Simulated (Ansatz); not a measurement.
# TaN: single-point calculation (part 3 of 3)

Continued. System: TaN (2 atoms in the cell). Method: DFT r2SCAN+U, scalar-relativistic, plane waves, PAW, Ueff = 1 eV on Ta atom 1 d, spin-polarised (Ansatz 0.2.0); cutoff 500 eV, 7×7×7 k-mesh, Gaussian smearing of 0.05 eV, collinear spins. The structure was built on a prototype by a generator; it need not be a known phase. It belongs to a series of runs on one base structure; here: random orbitals: random, high filling.

### The program's output, continued
```
--- Stress (GPa, compression-positive) ---
        2.747591       0.000002      -0.000004
       -0.000000       2.747657      -0.000024
       -0.000003      -0.000026       2.747514
  P = ⅓ Tr σ = 2.7476 GPa (27.476 kbar)
--- Band table (eV; the first three rows and the last of 344) ---
  k-point 0 ↑: bands = ["-49.0233", "-14.3629", "-14.3629", "-14.3629", "2.7524", "16.6934", "16.6934", "19.3024", "19.3024", "19.3025", "24.8912", "26.5719", "26.5719", "26.5719"]
  k-point 1 ↑: bands = ["-49.0046", "-14.6495", "-14.3384", "-14.3384", "3.1711", "16.0525", "16.8865", "18.9093", "18.9093", "19.5852", "26.1397", "26.6796", "26.7902", "26.7903"]
  k-point 2 ↑: bands = ["-48.9637", "-15.2526", "-14.2831", "-14.2831", "4.2134", "13.8510", "17.3608", "18.0939", "18.0939", "22.1886", "26.9320", "27.3381", "27.3381", "28.2033"]
  k-point 171 ↓: bands = ["-48.8114", "-15.4864", "-14.3825", "-14.3503", "5.2885", "13.1370", "16.3047", "18.1780", "19.4352", "24.2033", "25.1958", "26.7263", "27.9826", "31.4013"]
Occupation matrices written to [file]
--- Löwdin populations: 2 sites ---
  site symbol       q [e]    m [muB]
     0     Ta     12.1571     0.1873
     1      N      5.7744     0.0033
  spilling = 0.003803 (of n_electrons = 18.000000)
--- Occupation matrices: 1 shell (run DFT+U table (all-electron-ortho-atomic); ε = 1.64e-3) ---
  Ta0 d_5D: site group Oh (m-3m)
  Ta0 d_5D up     Tr n = 1.9747  λ = 0.257 0.257 0.257 0.601 0.601  [3× xz 0.33 (T2g 1.00) T2g(1.00) | 2× z2 0.50 (Eg 1.00) Eg(1.00)]
  Ta0 d_5D dn     Tr n = 1.7923  λ = 0.251 0.251 0.251 0.519 0.519  [3× xz 0.33 (T2g 1.00) T2g(1.00) | 2× z2 0.50 (Eg 1.00) Eg(1.00)]
  specified occupation → Ta0 d_5D up: matrix, ‖Δ‖_F = 1.2392, Tr Δ = +0.0253, displaced = 1.3273, d_λ = 0.6642; orbital distance = 1.8308
  specified occupation → Ta0 d_5D dn: matrix, ‖Δ‖_F = 0.8116, Tr Δ = -1.6923, displaced = 0.8461, d_λ = 0.8116; orbital distance = 0.0000
  Tr n, λ and their labels are of the run-group-symmetrised matrices; stabiliser: 48 of 96 elements of G0×{1,Θ} (closed), max defect 3.2e-6 at τ = 3.5e-4
```

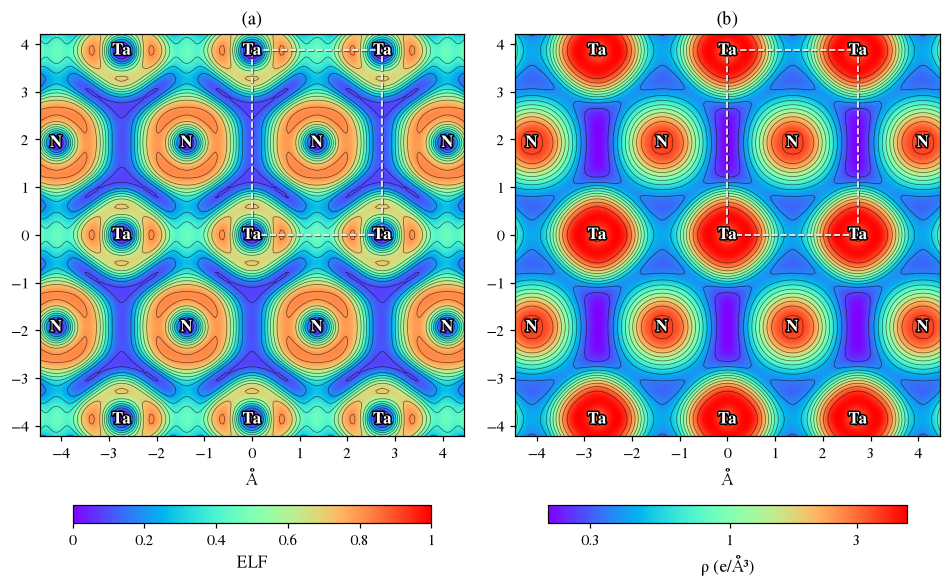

**Figure 1.** (a) ELF; (b) valence charge density (pseudo) on the (110) plane of the conventional cell. Atoms in the plane: Ta and N. Ta–N (2.37 Å): the density is about 0.39 e/Å³ at the midpoint; the ELF is about 0.15 at the midpoint; a polar contact without a shared pair, in a metal. Ta–Ta (2.73 Å): ρ is about 0.43 e/Å³ halfway; the ELF is about 0.45 at the midpoint; no shared electron pair. Away from the nuclei the density in this plane falls to 0.21 e/Å³ at its lowest. The strong features right at Ta lie inside the PAW spheres (semicore, d or f shells) and say nothing about bonding. In a PAW calculation such maps are meaningful between the atoms, not at the nuclei.

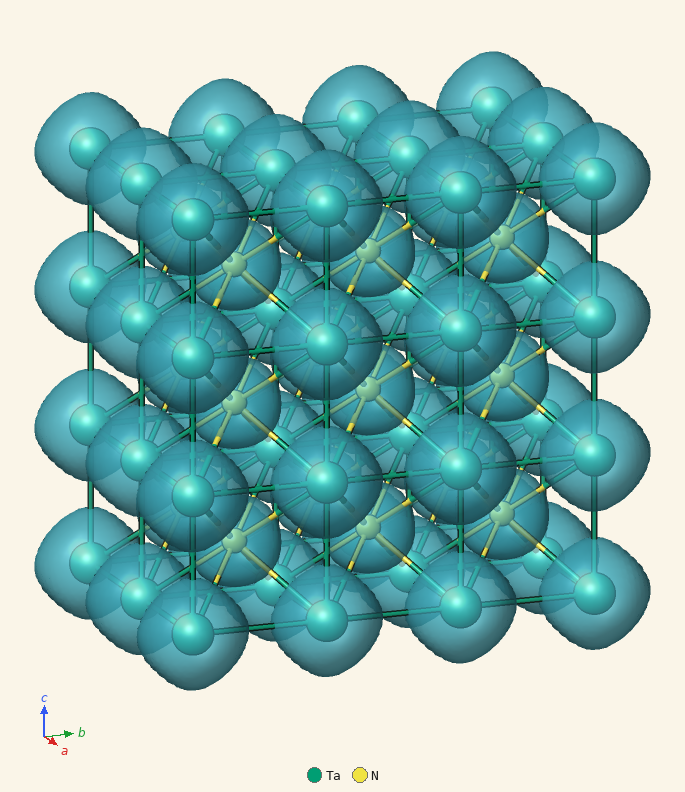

**Figure 2.** Isosurface of the valence charge density (pseudo) at 0.6 e/Å³ (cyan), seen slightly off an axis. Sticks mark near contacts. The outline is the cell set on symmetry axes. At this value the density breaks into separate islands; it holds about 75 % of the electrons treated as valence (semicore included). It is pinched off along the Ta–N (2.37 Å) and Ta–Ta (2.73 Å) contacts. On the grid the lowest density along these lines, outside the cores, is 0.39 e/Å³ (Ta–N, 2.37 Å) and 0.43 e/Å³ (Ta–Ta, 2.73 Å).

This output came from the following input.

### Input file
```yaml
crystal:
  lattice:
    - [2.73230769, 0.0, 0.0]
    - [0.0, 2.73230769, 0.0]
    - [0.0, 0.0, 2.73230769]
  atoms:
    - { symbol: Ta, position: [0.0, 0.0, 0.0], spin: 2.0 }
    - { symbol: "N", position: [0.5, 0.5, 0.5] }
basis:
  ecutwfc: 500
  ecutrho_ratio: 4
kpoints:
  mp_grid: { grid: [7, 7, 7] }
hamiltonian:
  xc: r2scan
  hubbard:
    sites:
      - { site: 0, l: d, u_eff: 1.0, starting_ns: [{ spin: up, occupation_matrix: s0up }, { spin: down, occupation_matrix: s0down }] }
    occupation_matrices:
      s0up:
        matrix:
          - [0.17488, 0.03738, 0.34082, -0.06334, 0.0397]
          - [0.03738, 0.40659, 0.03414, 0.20385, 0.41676]
          - [0.34082, 0.03414, 0.77616, -0.16731, 0.03548]
          - [-0.06334, 0.20385, -0.16731, 0.17309, 0.22009]
          - [0.0397, 0.41676, 0.03548, 0.22009, 0.46929]
      s0down:
        matrix:
          - [0.02, 0.0, 0.0, 0.0, 0.0]
          - [0.0, 0.02, 0.0, 0.0, 0.0]
          - [0.0, 0.0, 0.02, 0.0, 0.0]
          - [0.0, 0.0, 0.0, 0.02, 0.0]
          - [0.0, 0.0, 0.0, 0.0, 0.02]
    ns_hold: until_converged
scf:
  occupations: { method: gaussian, width: 0.05 }
  lower_state_search: "off"
  max_iter: 150
output:
  forces: true
  stress: true
  eigenvalues: true
  populations: true
  hubbard: { sites: [{ site: 0, l: d }] }
  write_density: true
  write_potential: true
  elf: true
  volumetric_format: npy
magnetization:
  spin_polarized: true
```

Launch command:
```bash
ansatz run input.yaml --threads 2 --pin off --max-ram 3072MiB --backend cpu --events-out ev --progress --plain --runs-dir out
```

### Summary

```csv
quantity,value
outcome,converged
space group (tolerance 0.01 Å),Pm-3m (221)
electrons treated,18
free energy,−10328.9889 eV
Fermi energy,22.487 eV
gap on the k-point mesh,none (metallic)
net moment of the cell,0.19 μB
integrated absolute moment,0.19 μB
pressure,2.75 GPa
largest force (length of the vector),under 0.001 eV/Å
hardware,"2 threads of AMD EPYC (Zen 5), 16 GiB of memory available, shared host"
wall time,8 s (CPU time 15 s)
peak memory,0.49 GiB
```

### Remarks

Warnings of the run: the typed occupations were not kept; the state was not tested for a lower one; the occupation matrices lower the symmetry. Spin–orbit coupling is left out, which matters for Ta.
